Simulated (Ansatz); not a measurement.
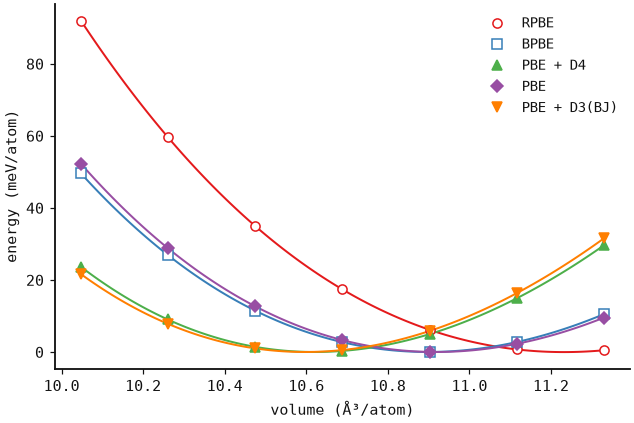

Figure. Energy against volume, with one curve for each functional, for Co (space group P6_3/mmc).

The fitted equilibrium volumes, smallest first, are PBE + D3(BJ) 10.597, PBE + D4 10.621, BPBE 10.898, PBE 10.919, RPBE 11.232 Å³/atom. The fitted bulk moduli, smallest first, are RPBE 194.7, BPBE 209.6, PBE 210.0, PBE + D3(BJ) 222.7, PBE + D4 223.2 GPa.

Computed with Ansatz 0.2.0: plane-wave DFT, collinear spins; energies at scaled volumes of the given cell, shape and fractions fixed, counted from the fit's minimum, third-order Birch-Murnaghan fit. All runs: collinear spin.

k mesh 12×12×4; occupations Fermi–Dirac; smearing width 0.05 eV; potentials Ansatz PAW; wave cutoff 420 eV; density cutoff 1680 eV.

Limits of the calculation: the functional was run on potentials made for another functional (RPBE, BPBE); shape and atomic fractions are frozen while scaling, which makes layered, chain and framework solids too stiff.
